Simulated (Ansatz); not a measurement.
# Run report: Si₈C₃, geometry relaxation (part 6 of 6)

The same run, continued: Si₈C₃ (interface cell, 44 atoms in the cell); DFT LDA, scalar-relativistic, plane waves, PAW, no spin polarisation (Ansatz 0.2.0); cutoff 420 eV, 7×5×2 k-mesh, Gaussian smearing of 0.05 eV. The structure derives from a Materials Project entry. It belongs to a series of runs on one base structure; here: film shifted by (0, 0) in the plane.

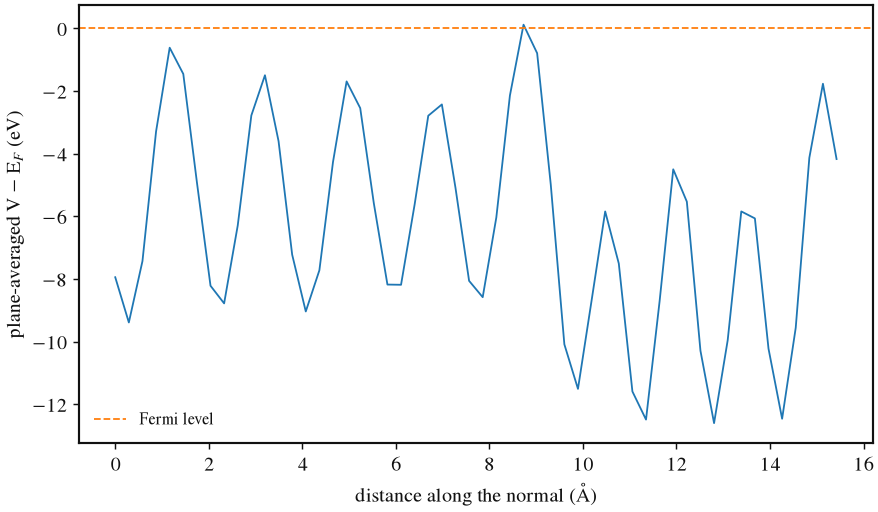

*Plane average of the electrostatic potential energy of an electron across the cell, from the Fermi level.*

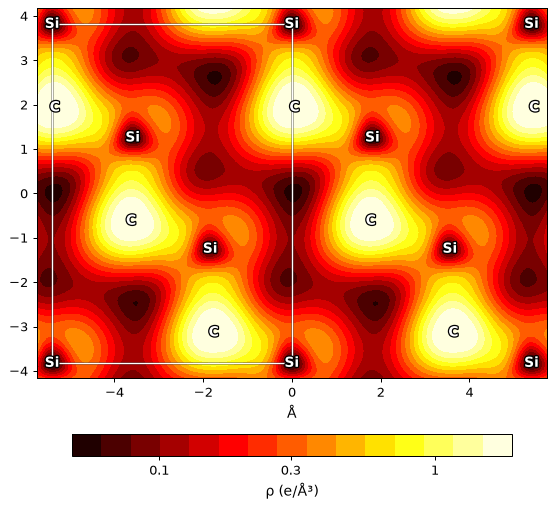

*Valence charge density (pseudo) on the (001) plane of the calculation cell.*

The plane passes through Si and C nuclei. Si–C (1.90 Å): ρ is about 0.86 e/Å³ halfway. Away from the nuclei the density in this plane falls to 0.06 e/Å³ at its lowest. In a PAW calculation such maps are meaningful between the atoms, not at the nuclei.
